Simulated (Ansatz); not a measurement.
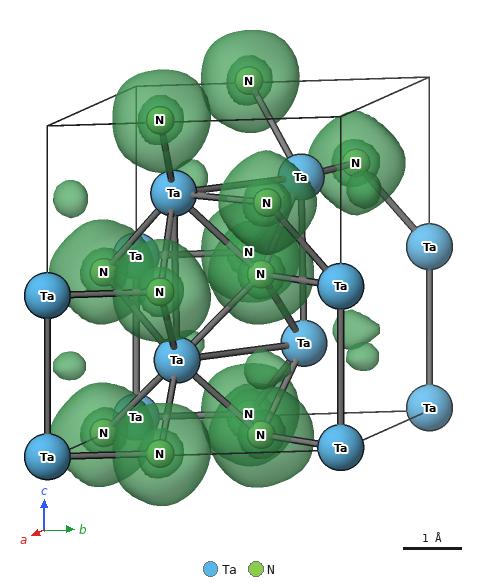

Figure. Ta₆N₇ (cell with a defect). Isosurface of the electron localisation function at 0.65 (green), seen slightly off an axis. Core shells and regions of very low density are left out. Sticks mark near contacts.

Computed without spin polarisation.

Method: Ansatz, DFT PBE, scalar-relativistic, plane waves, PAW.

In a PAW calculation such maps are meaningful between the atoms, not at the nuclei.

```yaml
crystal:
  lattice:
    - [-2.61295, -4.52575, 0.00000]
    - [-2.61295, 4.52575, 0.00000]
    - [0.00000, 0.00000, -5.84529]
  atoms:
    - { symbol: Ta, position: [0.67237, 0.34345, 0.24931] }
    - { symbol: Ta, position: [0.66638, 0.32996, 0.74932] }
    - { symbol: Ta, position: [0.32829, 0.67142, 0.24932] }
    - { symbol: Ta, position: [0.33430, 0.66393, 0.74933] }
    - { symbol: Ta, position: [0.00031, 0.00046, 0.49113] }
    - { symbol: Ta, position: [0.00033, 0.00047, 0.00750] }
    - { symbol: N, position: [0.59250, 0.60581, 0.49016] }
    - { symbol: N, position: [0.59252, 0.60583, 0.00849] }
    - { symbol: N, position: [0.40814, 0.01364, 0.49017] }
    - { symbol: N, position: [0.40813, 0.01364, 0.00848] }
    - { symbol: N, position: [0.00033, 0.38481, 0.49204] }
    - { symbol: N, position: [0.00033, 0.38480, 0.00660] }
    - { symbol: N, position: [0.00033, 0.74984, 0.74932] }
```

Identify the bonds, lone pairs and shells in this picture.

The surface consists of seven regions wrapped around N (the valence shell of each) and five pockets between the atoms, centred on no nucleus (multi-centre or interstitial), counted in one cell of 13 atoms. Regions shared between cells count once. Profiles from the grid: Ta–N (2.00 Å): the ELF peaks at about 0.85 in the valence shell of N, 0.6 Å from its nucleus, and is about 0.35 at the midpoint. Ta–Ta (2.83 Å): the ELF is about 0.50 at the midpoint.

Metal or insulator at this level of theory?

It is gapless in this calculation (a metal or semimetal).
